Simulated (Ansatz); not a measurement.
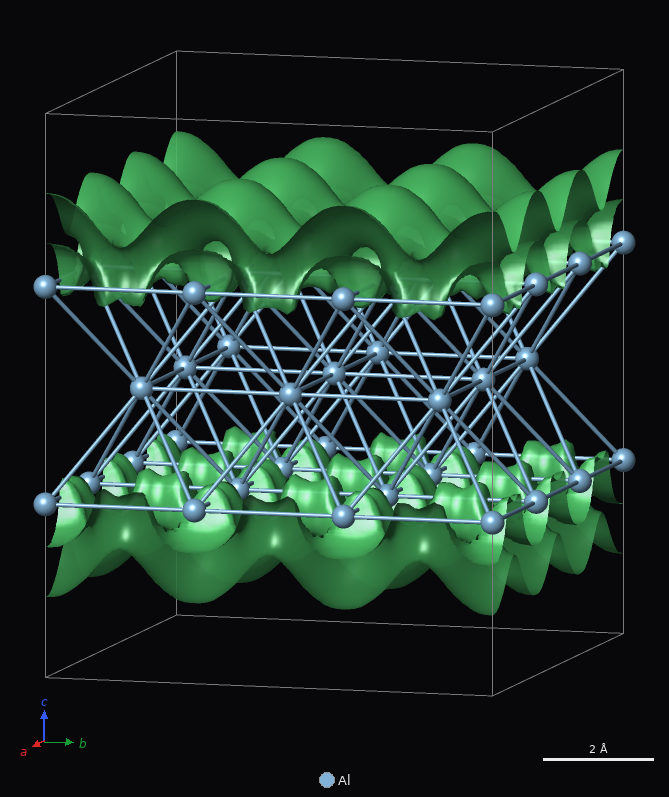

Figure. Al (slab). Isosurface of the ELF at 0.7 (green), seen slightly off an axis. Core shells and regions of very low density are left out. Sticks mark near contacts.

Computed without spin polarisation.

Level of theory: DFT PBEsol, scalar-relativistic, plane waves, PAW (Ansatz 0.2.0).

Question: What do the ELF domains correspond to?

Answer: At this value the surface marks out sheets that run through the cell in two directions, counted in one cell of 27 atoms. Counts are for one cell; the picture repeats the cell along the surface. There are no localised bonds or lone pairs at this value.

Values along the shortest contacts:
Al–Al (2.84 Å): the ELF peaks at about 0.60 between the atoms.
